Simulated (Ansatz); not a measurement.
Consider Mo.

```
Mo
1.0
     5.78980    0.00000    0.00000
     0.00000    5.78980    0.00000
     0.00000    0.00000    5.78980
Mo
8
Direct
  0.75000 0.25000 0.25000
  0.25000 0.75000 0.25000
  0.25000 0.25000 0.75000
  0.75000 0.75000 0.75000
  0.50000 0.00000 0.00000
  0.00000 0.50000 0.00000
  0.00000 0.00000 0.50000
  0.50000 0.50000 0.50000
```

Space group Fd-3m; set up as Mo, diamond; a generated structure, not necessarily the stable one; computed without spin polarisation.

Method: DFT, BLYP, plane waves (420 eV) with PAW, scalar-relativistic in Ansatz.

> What will maps of the valence pseudo-density and electron localisation function show?

Mo–Mo (2.51 Å): ρ is about 0.61 e/Å³ halfway; the ELF is about 0.40 at the midpoint.

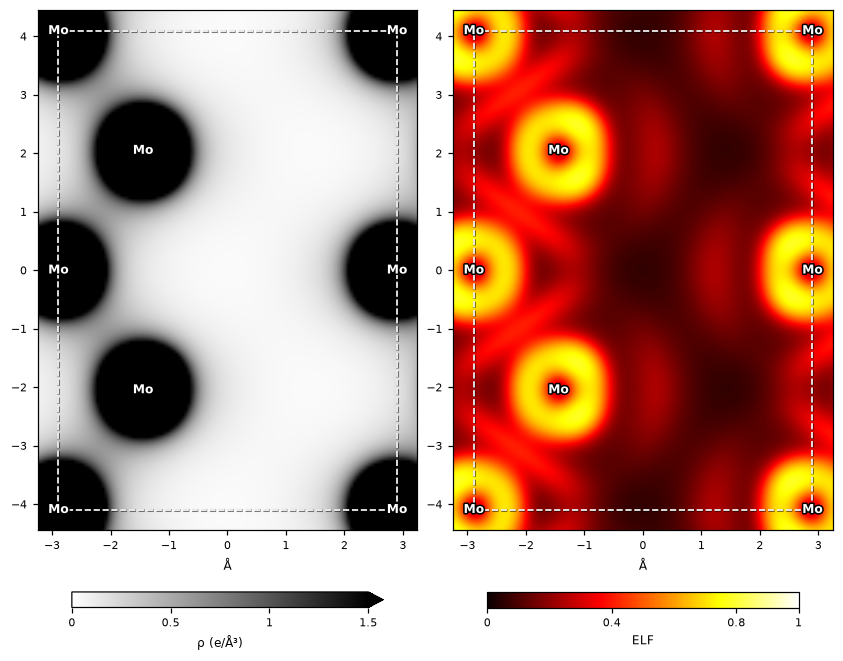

Computed valence pseudo-density and electron localisation function on the (110) plane of the conventional cell, in this order. 

The density is the valence pseudo-density of a PAW calculation; it isn't the true density close to the nuclei.
